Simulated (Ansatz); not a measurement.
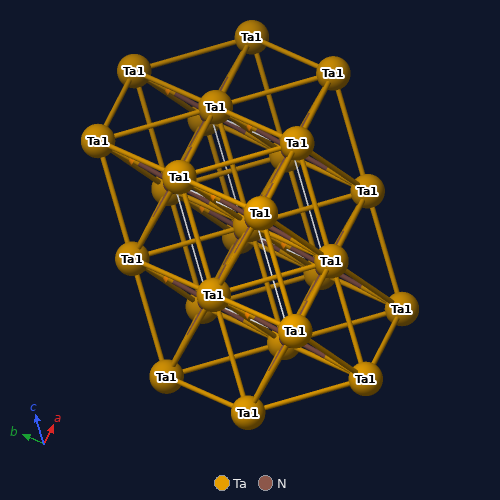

The system is TaN (Fm-3m, No. 225; 2 atoms in the cell); the picture shows the reference structure; orange arrows give the pattern of the mode. The energy is mapped over a normal mode and a strain (zone-centre modes of the 2-atom cell of this scan) (x, y and z along the cube axes). The first coordinate is: amplitude of mode 4 (425 cm⁻¹), largest displacement in the unstrained cell; the second: equal normal strain along x, y and z. Nothing is relaxed (the pattern is fixed in fractional coordinates). The scan uses a 9 × 7 grid; 35 points were computed and 28 follow by symmetry. Points are written as (first, second). Energies: eV per cell, counted from the lowest grid point. All numbers below come from DFT LDA, scalar-relativistic, plane waves, PAW (Ansatz). Settings: cutoff 520 eV, k-mesh 18×18×18, gaussian smearing 0.15 eV, no spin polarisation.

Its coordinates:

```yaml
crystal:
  lattice:
    - [0.00000, 2.17384, 2.17384]
    - [2.17384, 0.00000, 2.17384]
    - [2.17384, 2.17384, 0.00000]
  atoms:
    - { symbol: Ta, position: [0.50000, 0.50000, 0.50000] }
    - { symbol: N, position: [0.00000, 0.00000, 0.00000] }
```

The input of one point:

```yaml
crystal:
  lattice:
    - [0.0, 2.1738356505, 2.1738356505]
    - [2.1738356505, 0.0, 2.1738356505]
    - [2.1738356505, 2.1738356505, 0.0]
  atoms:
    - { symbol: Ta, position: [0.5, 0.5, 0.5] }
    - { symbol: "N", position: [0.0, 0.0, 0.0] }
basis:
  ecutwfc: 520.0
kpoints:
  mp_grid: { grid: [18, 18, 18] }
hamiltonian:
  xc: lda
  pseudopotentials: { kind: paw, azcp: { folder: soft_1 } }
scf:
  occupations: { method: gaussian, width: 0.15 }
output:
  forces: true
  stress: true
  eigenvalues: true
```

Range: amplitude of mode 4 (425 cm⁻¹), largest displacement in the unstrained cell from −0.244 to 0.244 Å; equal normal strain along x, y and z from −2.50 to 2.50 %.

Predict the map.

Answer. The lowest grid point is at (0.000 Å, 0.00 %). No other kind of well shows on this grid. The highest grid point, (−0.244 Å, −2.50 %), lies 0.666 eV above the lowest.

```
second ↓, first →  −0.244  −0.183  −0.122  −0.061  0.000  0.061  0.122  0.183  0.244
             2.50   0.384   0.254   0.177   0.137  0.125  0.137  0.177  0.254  0.384
             1.67   0.355   0.208   0.118   0.072  0.058  0.072  0.118  0.208  0.355
             0.83   0.353   0.187   0.085   0.031  0.015  0.031  0.085  0.187  0.353
             0.00   0.381   0.196   0.080   0.019  0.000  0.019  0.080  0.196  0.381
            −0.83   0.440   0.235   0.106   0.037  0.015  0.037  0.106  0.235  0.440
            −1.67   0.535   0.309   0.166   0.088  0.064  0.088  0.166  0.309  0.535
            −2.50   0.666   0.419   0.261   0.175  0.147  0.175  0.261  0.419  0.666
```

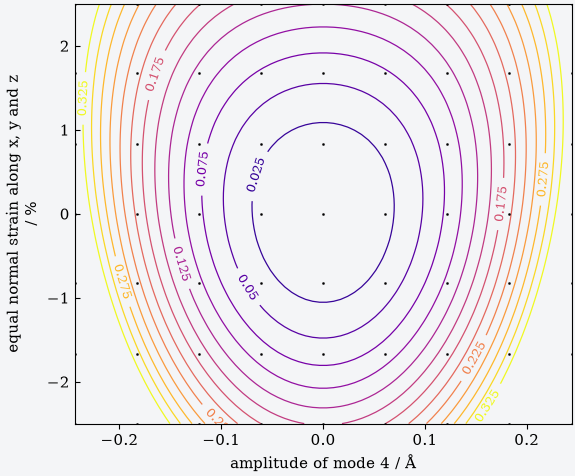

The picture shows contour lines labelled in eV (none above 0.325), dots at the grid points. Between grid points the surface is interpolated.

Time for the 35 points that were run: 7.4 min on 1 thread of AMD EPYC 7R43 64-Core Processor (Zen 3) (shared host).
